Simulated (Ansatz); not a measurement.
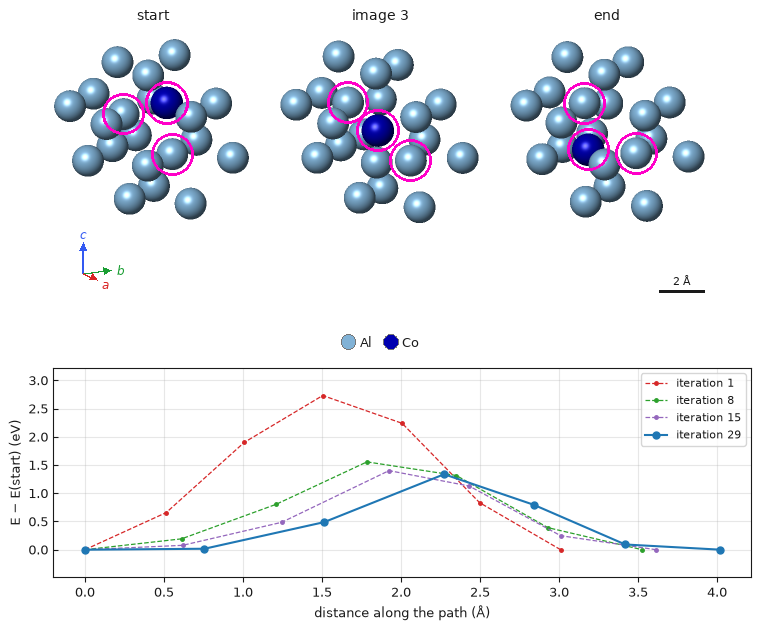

A nudged-elastic-band calculation for Al with an interstitial Co (33 atoms in the cell). Images are numbered from 0 (start) to 6 (end). The plot follows the band through its iterations. A spheres-only model of the atoms within 4.3 Å of the middle of the path, seen slightly off an axis. The atoms that move most are ringed.

Theory: Ansatz, DFT PBE, scalar-relativistic, plane waves, PAW. Run with plane-wave cutoff 420 eV; k-point mesh 2 × 2 × 2; Fermi-Dirac smearing 0.15 eV; spin collinear; 5 movable images; climbing image; force threshold 0.05 eV/Å; iteration limit 29; optimiser FIRE; starting path by image-dependent pair potential.

> How did the profile develop, and is the result final?

The result isn't final. The band hadn't converged when the run stopped after 29 iterations. The barrier read from it is provisional, though the highest image hardly moved in the last two iterations. The first iteration put the highest image at 2.73 eV. The barrier is about 1.34 eV in both directions, with image 3 at the top; the ends have nearly the same energy.

Limits of the set-up: the k-point mesh is coarse for a cell with partly filled bands; the periodic images lie only 8.1 Å apart, so the values are limited by the cell's size.

PAW datasets: the set soft_1.
